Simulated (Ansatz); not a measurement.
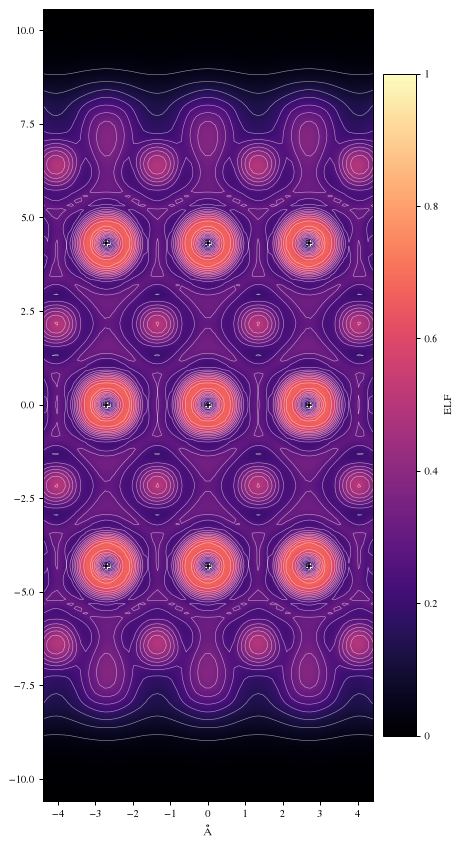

The ELF on a plane through atoms (crosses mark nuclei in the plane).

The calculation used DFT PBE, scalar-relativistic, plane waves, PAW (Ansatz).

Candidates:
A. C, a = 9.84 Å, b = 9.84 Å, c = 16.00 Å, α = 90.00°, β = 90.00°, γ = 60.00°. 
B. Ru (slab), a = 2.71 Å, b = 2.71 Å, c = 28.85 Å, α = 90.00°, β = 90.00°, γ = 60.00°. Computed without spin polarisation.

> Which system is this?

Candidate B: Ru on the (010) plane of the calculation cell, a cut from vacuum to vacuum, which holds Ru. Ru–Ru (2.71 Å): the ELF is about 0.30 at the midpoint.
